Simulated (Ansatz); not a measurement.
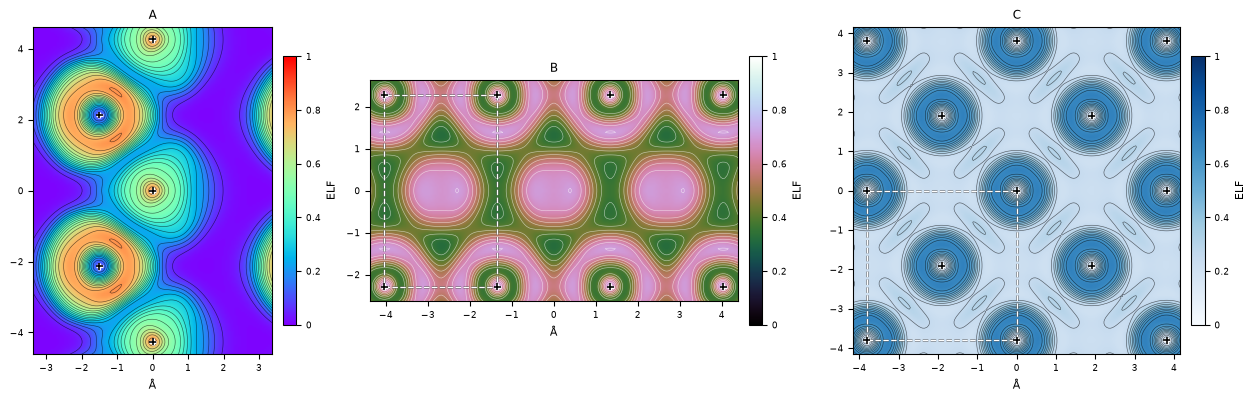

The electron localisation function of 3 systems, each on a plane through atoms (crosses mark nuclei in the plane).

All numbers below come from DFT, PBE, PAW with Ansatz's default frozen-core files, scalar-relativistic (Ansatz).

System 1: Si, the (100) plane of the conventional cell. Space group P6₃/mmc; a generated structure, not necessarily the stable one.

```
CELL_PARAMETERS angstrom
2.68955 0.00000 0.00000
-1.34477 2.32922 0.00000
0.00000 0.00000 4.57256
ATOMIC_POSITIONS crystal
Si 0.33333 0.66667 0.25000
Si 0.66667 0.33333 0.75000
```

System 2: HgSe, the (011) plane of the conventional cell. Space group F-43m; computed pressure about 6 GPa in this cell.

System 3: Ru, the (010) plane of the conventional cell. Space group Fm-3m; a generated structure, not necessarily the stable one; computed without spin polarisation.

```cif
data_structure
_symmetry_space_group_name_H-M 'P 1'
_symmetry_Int_Tables_number 1
_cell_length_a 3.8108
_cell_length_b 3.8108
_cell_length_c 3.8108
_cell_angle_alpha 90.000
_cell_angle_beta 90.000
_cell_angle_gamma 90.000
_cell_volume 55.34
loop_
_atom_site_label
_atom_site_type_symbol
_atom_site_fract_x
_atom_site_fract_y
_atom_site_fract_z
_atom_site_occupancy
Ru1 Ru 0.00000 0.00000 0.00000 1
Ru2 Ru 0.50000 0.50000 0.00000 1
Ru3 Ru 0.50000 0.00000 0.50000 1
Ru4 Ru 0.00000 0.50000 0.50000 1
```

> Match each panel to its system.

Panel A is system 2, HgSe: the plane holds Hg and Se. Hg–Se (2.61 Å): the ELF is about 0.35 at the midpoint and 0.20 at its lowest between the atoms. Panel B is system 1, Si: the plane holds Si. Si–Si (2.69 Å): the ELF peaks at about 0.70 between the atoms. Panel C is system 3, Ru: the plane holds Ru. Ru–Ru (2.69 Å): the ELF is about 0.30 at the midpoint.
